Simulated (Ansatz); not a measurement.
```
Co Si
1.0
     4.43085    0.00000    0.00000
     0.00000    4.43085    0.00000
     0.00000    0.00000    4.43085
Co Si
4 4
Direct
  0.35498 0.85498 0.64502
  0.64502 0.35498 0.85498
  0.14502 0.14502 0.14502
  0.85498 0.64502 0.35498
  0.65684 0.15684 0.34316
  0.34316 0.65684 0.15684
  0.84316 0.84316 0.84316
  0.15684 0.34316 0.65684
```

Space group P2₁3; computed without spin polarisation.

The calculation used Ansatz, DFT PBE, scalar-relativistic, plane waves, PAW.

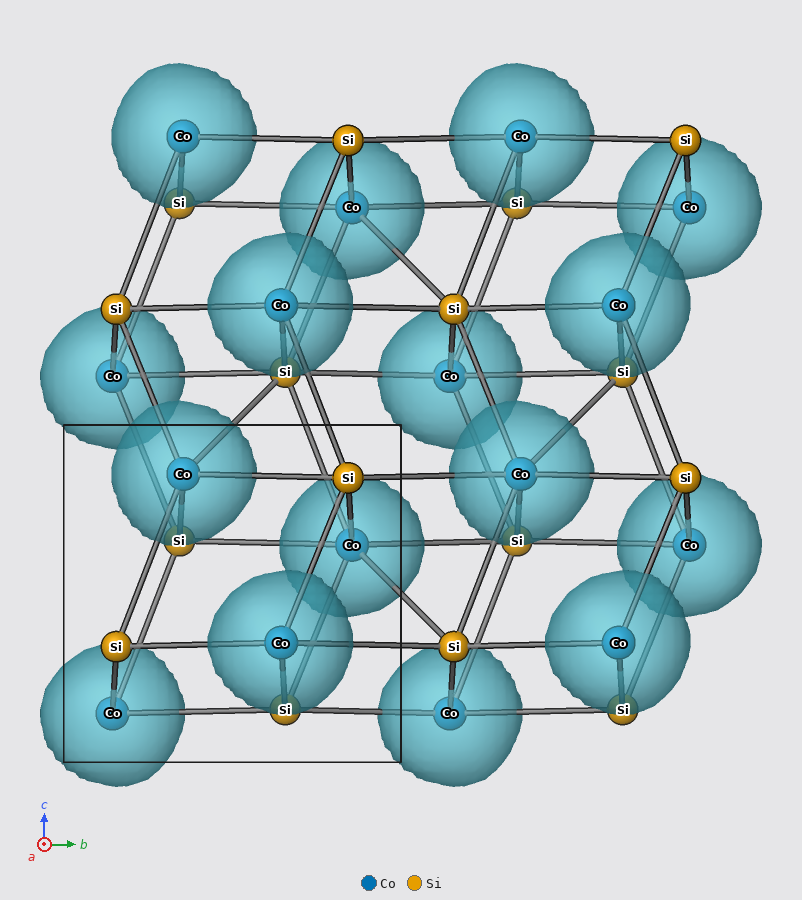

CoSi. Isosurface of the valence pseudo-density at 0.6 e/Å³ (cyan), seen along the a axis. Sticks mark near contacts.

Which contacts does the surface bridge?

At this value the density breaks into separate islands; it holds about 70 % of the electrons treated as valence (semicore included). It bridges none of the near contacts. It is pinched off along the shortest Co–Si (2.32 Å) and Co–Si (2.43 Å) contacts. On the grid the lowest density along these lines, outside the cores, is 0.44 e/Å³ (Co–Si, 2.32 Å) and 0.41 e/Å³ (Co–Si, 2.43 Å).

Metal or insulator at this level of theory?

It is metallic or semimetallic at this level of theory: no gap opens.
